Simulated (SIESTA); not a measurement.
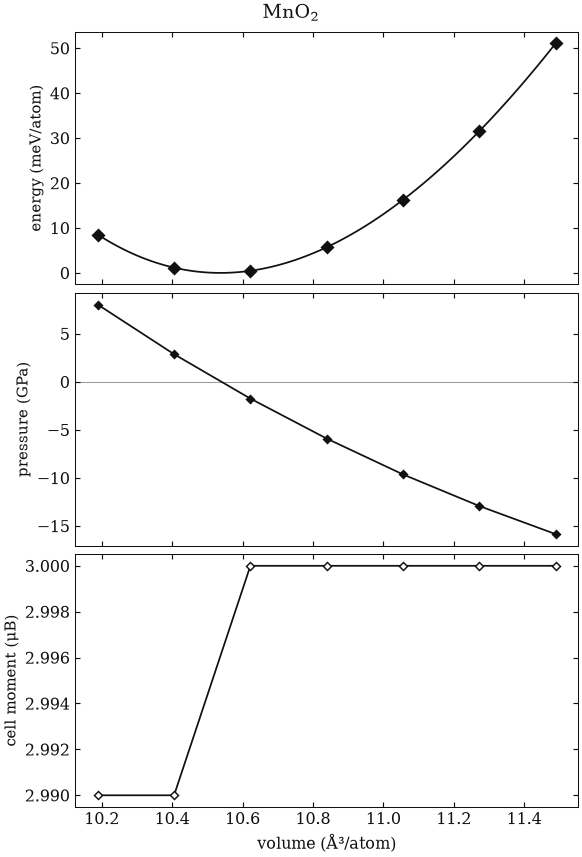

Plotted: energy, pressure and cell moment against volume for MnO₂, space group P-3m1 (No. 164).

Cell as given: a = 2.857 Å, b = 2.857 Å, c = 4.601 Å, α = 90.00°, β = 90.00°, γ = 120.00°; 3 atoms.

Computed with SIESTA 5.4.2: DFT in numerical atomic orbitals with pseudopotentials, collinear spins; energies at scaled volumes of the given cell, shape and fractions fixed, counted from the fit's minimum, third-order Birch-Murnaghan fit. Level: LDA, collinear spin.

```
         setting                                                                     value
          k mesh                                                                     8×8×4
     occupations                                                               Fermi–Dirac
  smearing width                                                                   0.05 eV
      potentials  PseudoDojo 0.4 standard, converted to PSML, two zetas on semicore shells
program settings                                             basis DZP, mesh cutoff 800 Ry
```

Give the fitted equation-of-state parameters.

A third-order Birch–Murnaghan fit gives V0 = 10.54 Å³/atom, B0 = 223 GPa and B′ = 4.5.

What does the pressure do across the range?

It falls from 8.04 GPa at volume 10.19 Å³/atom to −15.84 GPa at 11.49 Å³/atom, and changes sign near 10.54 Å³/atom.

Keep in mind: mulliken charges of long orbitals; short basis over semicore shells; shape and atomic fractions are frozen while scaling, which makes layered, chain and framework solids too stiff.
